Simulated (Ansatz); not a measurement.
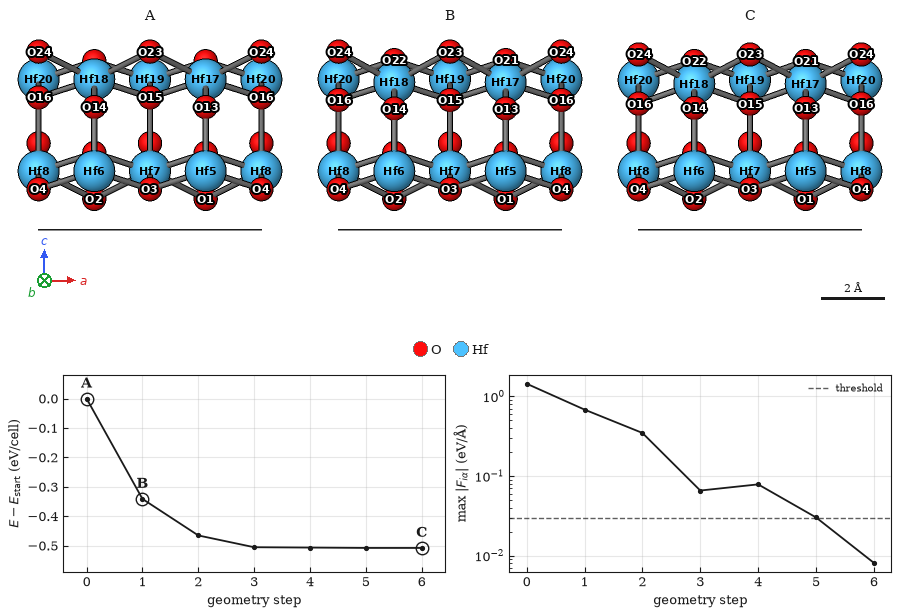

Frames of a constrained relaxation of a slab of composition HfO$_{2}$ (cut from the P4_2/nmc phase), marked on the history of the run. The picture is a ball-and-stick view of the cell of the calculation, outlined in the plane, without the vacuum (origin shifted), seen along the b axis.

Case: clean slab, lower planes held. The slab is the (1 0 1) face of HfO2. 12 atoms are held fixed.

Level of theory: DFT PBE+D3(BJ), scalar-relativistic, plane waves, PAW (Ansatz 0.2.0). Set-up: plane-wave cutoff 420 eV; k-point mesh 2 × 3 × 1; occupations gaussian; smearing width 0.05 eV; no spin polarisation; dipole correction; atoms relaxed in a fixed cell; force threshold 0.03 eV/Å; at most 70 steps.

Describe the path.

Answer. Over 6 geometry steps the energy falls by 0.507 eV per cell of the calculation. Largest force component: 1.4 eV/Å at the start, 0.0081 eV/Å at the end. The largest moves, 0.20 Å, are those of O atoms. Largest moves by element: O 0.20 Å, Hf 0.14 Å. The lattice vectors keep their values. Some distances before and after: Hf–O 2.388 → 2.191 Å, Hf–O 2.388 → 2.247 Å, Hf–O 2.388 → 2.526 Å, Hf–Hf 3.587 → 3.477 Å. Among the angles between lasting bonds that change: Hf–O–Hf 120.3° → 113.6°, Hf–O–Hf 120.3° → 116.2°, Hf–O–Hf 97.4° → 101.0°. From step 0 to 1: Hf atoms move most (0.12 Å), energy −0.341 eV per cell of the calculation. From step 1 to 6: O atoms move most (0.12 Å), energy −0.167 eV per cell of the calculation.

| step | E − E(0), meV/atom | largest force component, eV/Å |
| --- | --- | --- |
| 0 | 0.00 | 1.4432 |
| 1 | -14.20 | 0.6821 |
| 2 | -19.38 | 0.3471 |
| 3 | -21.04 | 0.0655 |
| 4 | -21.09 | 0.0784 |
| 5 | -21.14 | 0.0301 |
| 6 | -21.15 | 0.0081 |
